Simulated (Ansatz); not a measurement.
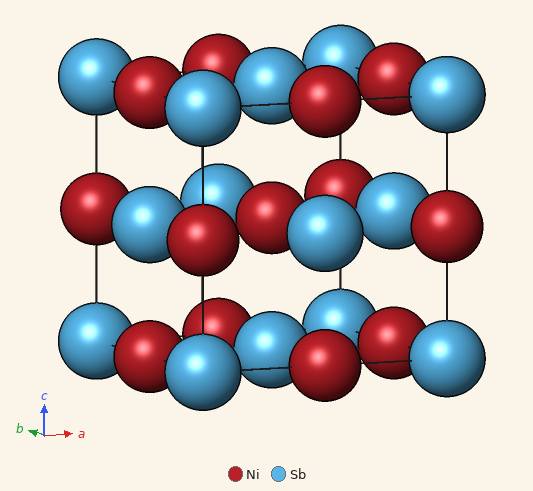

The image is a spheres-only drawing of a crystal, viewed slightly off an axis. Lines trace the edges of the conventional unit cell.

NiSb, rock salt (NaCl type), space group Fm-3m (No. 225), a = 5.267 Å, b = 5.267 Å, c = 5.267 Å, α = 90.00°, β = 90.00°, γ = 90.00°. It goes back to a structure type filled with these elements by a generator (whether the compound takes this form wasn't checked). Earlier steps of the study, as a rule a relaxation of our own, may have changed the cell and positions, so they can lie some per cent off the listed ones. A calculation with Ansatz used it as input.

This one geometry was computed with Ansatz (DFT, plane waves, PAW) at five levels of theory: r2SCAN, PBE with spin-orbit coupling, PBEsol, PBE and LDA.

### Which level gives the highest pressure at this volume, and what does that say about its equilibrium volume?

Highest: PBE with spin-orbit coupling (0.0 GPa) and PBE (0.0 GPa), which points to the largest equilibrium volume. Lowest, with the smallest volume: LDA (-8.3 GPa). Levels within 0.5 GPa of each other can't be told apart.

### How does the band gap change with the level of theory?

All levels give a metal.

### Collect the results in a table.

| level | cutoff (eV) | k-mesh of the run's cell | gap (eV) | pressure (GPa) |
| --- | --- | --- | --- | --- |
| r2SCAN | 500 | 12×12×12 | metal | -2.6 |
| PBE with spin-orbit coupling | 420 | 12×12×12 | metal | 0.0 |
| PBEsol | 420 | 12×12×12 | metal | -5.2 |
| PBE | 420 | 12×12×12 | metal | 0.0 |
| LDA | 420 | 12×12×12 | metal | -8.3 |

Gaps are taken on the k-mesh or band path of each run.
